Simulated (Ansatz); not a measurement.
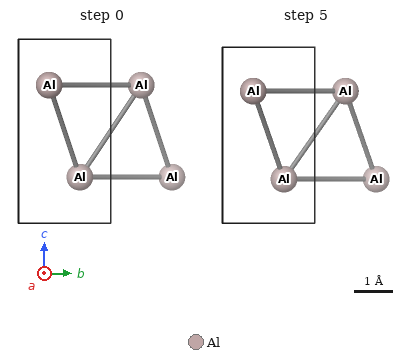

The structure of a crystal of Al (set up in P6_3/mmc) before (left) and after (right) a relaxation, at one scale.

A ball-and-stick model of the cell of the calculation, repeated 1 × 2 × 1 with one cell outlined, seen along the a axis.

The run lets cell and atoms move.

These are results of Ansatz, Kohn-Sham DFT of a periodic cell, PBE with D3(BJ)-ATM, Ansatz PAW, not measurements.

Input
```yaml
crystal:
  lattice:
    - [2.8124553515, 0.0, 0.0]
    - [-1.4062276757, 2.4356577814, 0.0]
    - [0.0, 0.0, 4.86685]
  atoms:
    - { symbol: Al, position: [0.3333333333, 0.6666666667, 0.25] }
    - { symbol: Al, position: [0.6666666667, 0.3333333333, 0.75] }
hamiltonian:
  xc: pbe
  pseudopotentials: { kind: paw }
  dispersion: d3bjatm
kpoints:
  mp_grid: { grid: [11, 11, 6] }
scf:
  occupations: { method: fermi_dirac, width: 0.05 }
output:
  forces: true
  stress: true
  eigenvalues: true
  write_density: true
  write_potential: true
  elf: true
  volumetric_format: npy
relax:
  f_tol: 0.01
  max_steps: 40
  cell: { stress_tol: 0.05 }
```

Command:
```bash
ansatz run input.yaml --threads 2 --pin off --max-ram 5632MiB --backend cpu --events-out ev --progress --plain --runs-dir out
```

Question: What changed between the two?

Answer: After 4 accepted moves (5 points after the start) the energy has fallen by 32.6 meV per cell of the calculation. All forces vanish by symmetry, so only the cell relaxes. The pressure goes from −2.85 to −0.01 GPa. The SCF was repeated once at an unchanged geometry on a basis and grid sized afresh for the cell, which shifted the energy by 0.3 meV per cell of the calculation at most. No atom moves by more than 0.005 Å relative to the cell. The volume changes by −4.1 %, with a = b 2.812 → 2.817 Å (+0.1 %), c 4.867 → 4.656 Å (−4.3 %). Some distances before and after: Al–Al 2.925 → 2.840 Å, Al–Al 2.812 → 2.817 Å. The space group stays P6_3/mmc (No. 194). Cost: 3.6 s on 2 threads of Arm Neoverse V2, on a shared host, peak memory 0.28 GiB.
